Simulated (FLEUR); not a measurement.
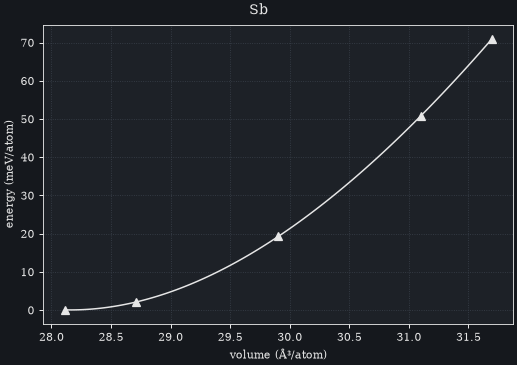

The plot gives the computed energy against volume for Sb, space group P2_1/m (No. 11).

Structure:
```yaml
crystal:
  lattice:
    - [3.12240, 0.00000, 0.00000]
    - [0.00000, 4.34752, 0.00000]
    - [-0.03891, 0.00000, 4.40585]
  atoms:
    - { symbol: Sb, position: [0.01139, 0.25000, 0.24117] }
    - { symbol: Sb, position: [0.98861, 0.75000, 0.75883] }
```

Method: all-electron LAPW DFT, no spin polarisation; energies at scaled volumes of the given cell, shape and fractions fixed, counted from the fit's minimum, third-order Birch-Murnaghan fit (FLEUR MaX-R8.1 (later development tree)). Level: LDA.

k mesh 9×6×6; occupations Fermi–Dirac; smearing width 0.05 eV; potentials all electron; program settings basis FLAPW, kmax 4.1 1/bohr.

**Give the fitted equation-of-state parameters.**

A third-order Birch–Murnaghan fit gives V0 = 28.16 Å³/atom, B0 = 63.7 GPa and B′ = 4.6.

Keep in mind: the fit and the printed pressures don't fully agree, or the minimum lies near the end of the range; shape and atomic fractions are frozen while scaling, which makes layered, chain and framework solids too stiff.
